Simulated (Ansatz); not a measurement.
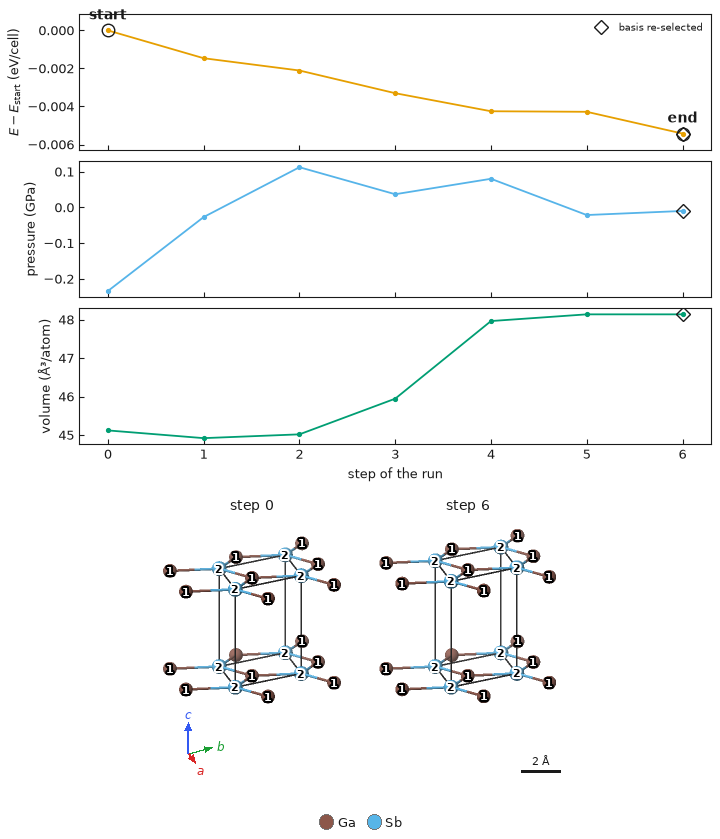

First and last geometry of a relaxation of a crystal of GaSb (a generated structure, set up in P-6m2), with the history of the run. Style: ball-and-stick. Shown: the cell of the calculation, slightly off an axis.

These are results of Ansatz, DFT PBE, scalar-relativistic, plane waves, PAW, not measurements.

Input file:
```yaml
crystal:
  lattice:
    - [4.4788057508, 0.0, 0.0]
    - [-2.2394028754, 3.8787595588, 0.0]
    - [0.0, 0.0, 5.1944159159]
  atoms:
    - { symbol: Ga, position: [0.6666666667, 0.3333333333, 0.0] }
    - { symbol: Sb, position: [0.0, 0.0, 0.0] }
basis:
  ecutwfc: 420
kpoints:
  mp_grid: { grid: [12, 12, 12] }
hamiltonian:
  xc: pbe
scf:
  occupations: { method: gaussian, width: 0.1 }
output:
  forces: true
  stress: true
  eigenvalues: true
  write_density: true
  write_potential: true
  elf: true
  volumetric_format: npy
relax:
  adjacent_minimum: "off"
  f_tol: 0.01
  max_steps: 80
  cell: { stress_tol: 0.05 }
```

Command:
```bash
ansatz run input.yaml --threads 1 --pin off --max-ram 2560MiB --backend cpu --events-out ev --progress --plain --runs-dir out
```

> What do the curves and the structures tell?

It converged. Over 5 accepted moves (6 points after the start) the energy falls by 5.4 meV per cell of the calculation. All forces vanish by symmetry, so only the cell relaxes. Pressure: −0.23 GPa at the start and −0.01 GPa at the end. The SCF was repeated once at an unchanged geometry on a basis and grid sized afresh for the cell, which shifted the energy by 1.1 meV per cell of the calculation at most. The atoms keep their places relative to the cell (all moves are under 0.005 Å). Cell: a = b 4.479 → 4.450 Å (−0.6 %), c 5.194 → 5.613 Å (+8.1 %). Volume +6.7 %. Near-neighbour distances that change, for instance: Ga1–Sb2 2.586 → 2.569 Å. The space group stays P-6m2 (No. 187). Cost: 3.4 min on 1 thread of Intel(R) Xeon(R) Processor @ 2.70GHz, on a shared host, peak memory 0.59 GiB.
